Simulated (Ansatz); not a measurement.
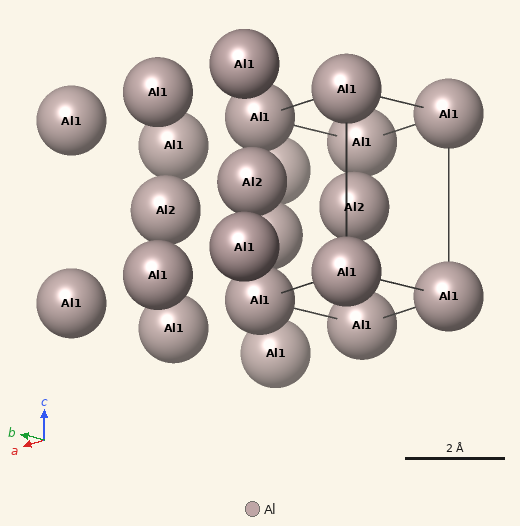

*The input geometry (spheres-only view of the reduced cell, repeated 2 × 2 × 1, seen at an oblique angle; atoms are numbered from 1 in the order of the input).*

## Run report: Al, single-point calculation

System: Al (2 atoms in the cell).
Method: DFT PBE, scalar-relativistic, plane waves, PAW, no spin polarisation (Ansatz 0.2.0).

The structure derives from a Materials Project entry. It belongs to a series of runs on one base structure; here: band edges of the strained film's bulk. Figures and captions count atoms from 1; the log counts them from 0 in places.

### What the program printed
```
Engine: ansatz 0.2.0, aarch64-unknown-linux-gnu
Pseudopotentials: kind: paw
Pseudopotential: Al, paw, valence charge 3, recommended cutoff 420 eV (normal), Al.paw.azcp
Functional definition: PBE
  parameter kappa = 0.804
  parameter beta = 0.06672455060314922
  exchange = pbe_x(kappa = kappa, mu = beta*pi^2/3)
  correlation = pbe_c(beta = beta)
Crystal: 2 atoms, lattice volume = 31.592 Å³
Basis set: ecut = 420 eV, 609 PW (Γ), exchange–correlation on 54×54×40 points (8 copies of the dense FFT grid, shifted against one another)
Bands: 7, of which v1, the nominal top of the filled ones, is band 3 counted from 1 (2 counted from 0)
Symmetry: 8 space group operations
Space group: C2/m (ITA 12), of the structure as read, at distance tolerance 3.2e-5 Å
k-points: 365 of 1296
Non-local potential: Al, projectors of the file, l = 0: 2, l = 1: 2, l = 2: 1
PAW form: soft (Blöchl's): semilocal exchange-correlation on the pseudo side does not see the compensation charge
PAW one-centre angular grid: Al, 110 points (default); XC on 64 Gauss nodes
Initial density: superposition of atomic densities (neutral atoms: chi_scale 0, normalization atom), corrected by the library's trained network
Initial wavefunctions: pseudopotential atomic-orbital guess
Functional: x = pbe(κ = 0.804, μ = 0.2195149727645171), c = pbe(β = 0.06672455060314922)
SCF iter   1: F=—  HF=-1074.957122 eV  |F-HF|=—  |Δ(HF+E_count)|=         —  Δρ=5.34e-4  dr2=3.50e-5  ethr=1.77e-3  ⟨swp⟩=5.0  Hψ=20082  notcnv=0
preconditioner: auto → none  [metal: Δε(μ)=0.018 eV  Ē_g=9.204 eV  σ=0.100 eV  W_gap=0.10  n_scr=2 (ndim 8)  ℏωp=16.2 eV  f_vac=0.000  D(μ)=0.50/eV (n_scr^D=2)  sad-step TF]
SCF iter   2: F=—  HF=-1074.957210 eV  |F-HF|=—  |Δ(HF+E_count)|=   8.81e-5  Δρ=3.03e-4  dr2=1.20e-5  ethr=5.83e-7  ⟨swp⟩=1.9  Hψ=5971  notcnv=0
SCF iter   3: F=—  HF=-1074.957228 eV  |F-HF|=—  |Δ(HF+E_count)|=   1.86e-5  Δρ=1.95e-5  dr2=1.02e-7  ethr=2.01e-7  ⟨swp⟩=2.0  Hψ=3560  notcnv=0
iter 4 did not close the SCF: its close was put off for the readings that it lacked (scf_convergence_deferred on its scf_iter line)
SCF iter   4: F=-1074.957228 eV  HF=-1074.957228 eV  |F-HF|=5.28e-9  |Δ(HF+E_count)|=   7.72e-9  Δρ=4.25e-6  dr2=3.03e-9  ethr=1.69e-9  ⟨swp⟩=1.2  Hψ=2632  notcnv=0
iter 5 did not close the SCF: its close was put off for the readings that it lacked (scf_convergence_deferred on its scf_iter line)
SCF iter   5: F=-1074.957228 eV  HF=-1074.957228 eV  |F-HF|=9.09e-13  |Δ(HF+E_count)|=   5.49e-9  Δρ=1.83e-7  dr2=8.14e-12  ethr=5.05e-11  ⟨swp⟩=2.0  Hψ=3527  notcnv=0
SCF iter   6: F=-1074.957228 eV  HF=-1074.957228 eV  |F-HF|=6.82e-13  |Δ(HF+E_count)|=    0.00e0  Δρ=2.80e-8  dr2=2.44e-13  ethr=1.00e-12  ⟨swp⟩=1.5  Hψ=7206  notcnv=0
SCF 1 converged in 6 iterations: F = -1074.957228 eV  dr2 = 2.44e-13
  greatest PAW one-centre occupation: 0.451 electrons in one spin orbital (limit 2), on the Al atom at site 1 (counted from 0), in its partial waves of l = 0
SCF converged after 6 iterations
Free energy (F): -1074.957228 eV
Harris-Foulkes:  -1074.957228 eV  (|F-HF|=6.82e-13)
Internal energy: -1074.954724 eV  (E = F + TS)
E sigma→0 (E₀):  -1074.955976 eV
Entropy (-TS):   -0.002504 eV (-1.252 meV/atom)
Fermi energy:    8.404380 eV
--- Per-component energies (eV) ---
  E_band       = 23.161907
  E_kinetic    = 46.878367
  E_local      = 21.046033  (includes V_loc(G=0)·N_el)
  E_nonlocal   = 20.962601
  E_hartree    = 0.218281
  E_xc         = -80.054599
  E_vxc        = -58.676340  (∫ρ·V_xc dr)
  E_paw        = -934.863880  (= ΣΔE_a)
  E_vpaw       = -7.485312  (= ΣTr[D̂ρ^β])
  E_aug_tail   = -0.000004  (compensation charges beyond the density's cutoff)
  E_ewald      = -149.141523
  E_smearing   = -0.002504  (= −TS)
  E_closure    = 0.000000  (closes the sum)
  Σ components = -1074.957228   (vs F -1074.957228, Δ=0.00e0)
--- Forces (eV/Å), atoms counted from 1 ---
  atom   1  Al    -0.00000000     0.00000000     0.00000000
  atom   2  Al    -0.00000000     0.00000000     0.00000000
  max |Σ_I F_I| component: 2.96e-31 eV/Å
--- Stress (GPa, compression-positive) ---
        6.864966       0.000000       0.031358
        0.000000       6.954092      -0.000000
        0.031358      -0.000000      -0.002235
  P = ⅓ Tr σ = 4.6056 GPa (46.056 kbar)
--- Band table (eV; the first three rows and the last of 365) ---
  k-point 0: bands = ["-3.0253", "5.9208", "7.5134", "13.2871", "13.3657", "14.0463", "17.2601"]
  k-point 1: bands = ["-2.8983", "6.0356", "7.6321", "11.5841", "13.2947", "15.3042", "18.1952"]
  k-point 2: bands = ["-2.5180", "6.3807", "7.9798", "10.0765", "12.0208", "17.5112", "18.6700"]
  k-point 364: bands = ["1.6606", "2.7245", "5.5357", "6.5755", "15.2072", "16.1597", "19.1065"]
```

This output came from the following input.

### Input
```yaml
crystal:
  lattice:
    - [3.8482904239, 0.0, 0.004719914]
    - [0.0, 3.8482933184, 0.0]
    - [-1.92151654, 0.0, 2.1308580725]
  atoms:
    - { symbol: Al, position: [0.0, 0.0, 0.0] }
    - { symbol: Al, position: [0.5, 0.5, 0.0] }
basis:
  ecutwfc: 420
kpoints:
  mp_grid: { grid: [9, 9, 16] }
hamiltonian:
  xc: pbe
scf:
  occupations: { method: gaussian, width: 0.1 }
output:
  forces: true
  stress: true
  eigenvalues: true
```

Launch command:
```bash
ansatz run input.yaml --threads 4 --pin off --max-ram 8192MiB --backend cpu --events-out ev --progress --plain --runs-dir out
```

### Summary

| quantity | value |
| --- | --- |
| outcome | converged |
| space group (tolerance 0.01 Å) | I4/mmm (139) |
| electrons treated | 6 |
| free energy | −1074.9572 eV |
| Fermi energy | 8.404 eV |
| gap on the k-point mesh | none (metallic) |
| pressure | 4.61 GPa |
| largest force (length of the vector) | under 0.001 eV/Å |
| hardware | 4 threads of Arm Neoverse V2, 128 GiB of memory available, shared host |
| wall time | 3.1 s (CPU time 4.2 s) |
| peak memory | 0.36 GiB |
